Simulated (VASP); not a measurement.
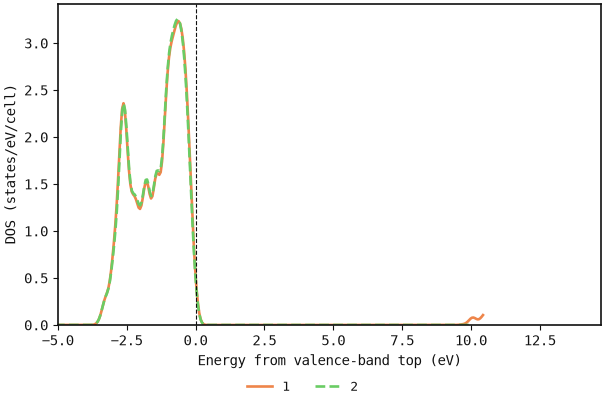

Total densities of states of LiF, space group R-3m, 2 atoms in the cell, rocksalt type, epitaxial (111) strain −3.1%, by two methods on the same cell. The curves are built from the levels of the k mesh with Gaussians 0.3 eV wide, which also blur the band edges. Each is counted from its own valence-band top.

### Which curve is which? The methods: PBE (VASP), r2SCAN (VASP).

1 is PBE (VASP); 2 is r2SCAN (VASP). PBE (VASP) gives a gap of 9.73 eV and r2SCAN (VASP) gives a gap of 10.97 eV.

Settings. PBE (VASP): DFT, PBE, plane waves, PAW, 10×10×10 k mesh, 520 eV cutoff (VASP 6.6.1). r2SCAN (VASP): DFT, r2SCAN, plane waves, PAW, 10×10×10 k mesh, 520 eV cutoff, Gaussian smearing of 0.01 eV (VASP 6.6.1).
